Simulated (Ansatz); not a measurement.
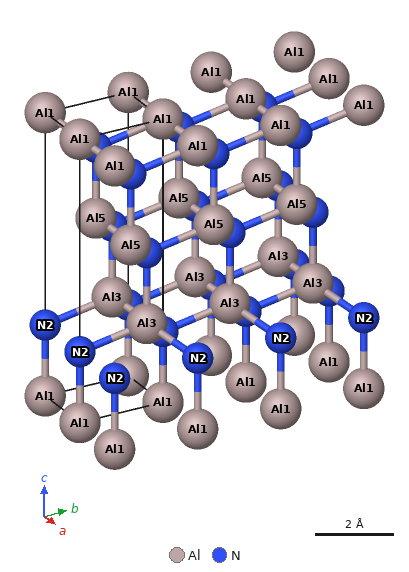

This is the input geometry for a relaxation of crystalline AlN (a generated structure, set up in R3m). A ball-and-stick model of the cell of the calculation, repeated 2 × 3 × 1 with one cell outlined, seen slightly off an axis.

Case: stacking ABC.

These are results of Ansatz 0.2.0, DFT PBE, scalar-relativistic, plane waves, PAW, not measurements.

The input:
```yaml
crystal:
  lattice:
    - [3.1301886382, 0.0, 0.0]
    - [-1.5650943191, 2.7108228793, 0.0]
    - [0.0, 0.0, 7.5272420562]
  atoms:
    - { symbol: Al, position: [0.0, 0.0, 0.0] }
    - { symbol: "N", position: [0.0, 0.0, 0.25] }
    - { symbol: Al, position: [0.3333333333, 0.6666666667, 0.3333333333] }
    - { symbol: "N", position: [0.3333333333, 0.6666666667, 0.5833333333] }
    - { symbol: Al, position: [0.6666666667, 0.3333333333, 0.6666666667] }
    - { symbol: "N", position: [0.6666666667, 0.3333333333, 0.9166666667] }
basis:
  ecutwfc: 420
kpoints:
  mp_grid: { grid: [9, 9, 4] }
hamiltonian:
  xc: pbe
scf:
  occupations: { method: gaussian, width: 0.02 }
output:
  forces: true
  stress: true
  eigenvalues: true
  populations: true
relax:
  adjacent_minimum: "off"
  f_tol: 0.01
  max_steps: 45
  cell: { stress_tol: 0.05 }
```

Command:
```bash
ansatz run input.yaml --threads 1 --pin off --max-ram 2560MiB --backend cpu --events-out ev --progress --plain --runs-dir out
```

### Where does the relaxation end?

The energy falls by 3.3 meV per atom in 4 accepted moves (6 points after the start). The largest force component goes from 0.19 to under 0.0001 eV/Å. The pressure goes from 0.56 to 0.00 GPa. The SCF was repeated twice at an unchanged geometry on a basis and grid sized afresh for the cell, which shifted the energy by 0.1 meV per atom at most. The atoms keep their places relative to the cell (all moves are under 0.005 Å). The drawn cell changes as follows: a = b 3.130 → 3.114 Å (−0.5 %), c 7.527 → 7.626 Å (+1.3 %); the volume changes by +0.2 %. Near-neighbour distances that change, for instance: Al1–N2 1.882 → 1.907 Å, Al1–N6 1.913 → 1.907 Å. The space group (tolerance 0.01 Å) goes from R3m (No. 160) to F-43m (No. 216).

Final geometry:

```xyz
6
Lattice="3.1136 0.0000 0.0000 -1.5568 2.6964 0.0000 0.0000 0.0000 7.6265" Properties=species:S:1:pos:R:3 pbc="T T T"
Al    1.5568    2.6964    7.6265
N     1.5568    2.6964    1.9066
Al    0.0000    1.7976    2.5421
N     0.0000    1.7976    4.4488
Al    1.5568    0.8988    5.0843
N     1.5568    0.8988    6.9909
```

The end point in the same view:

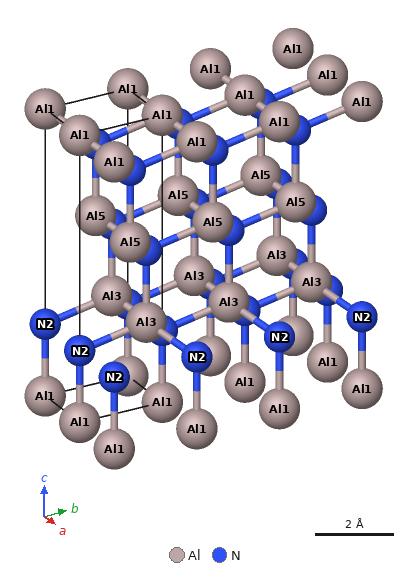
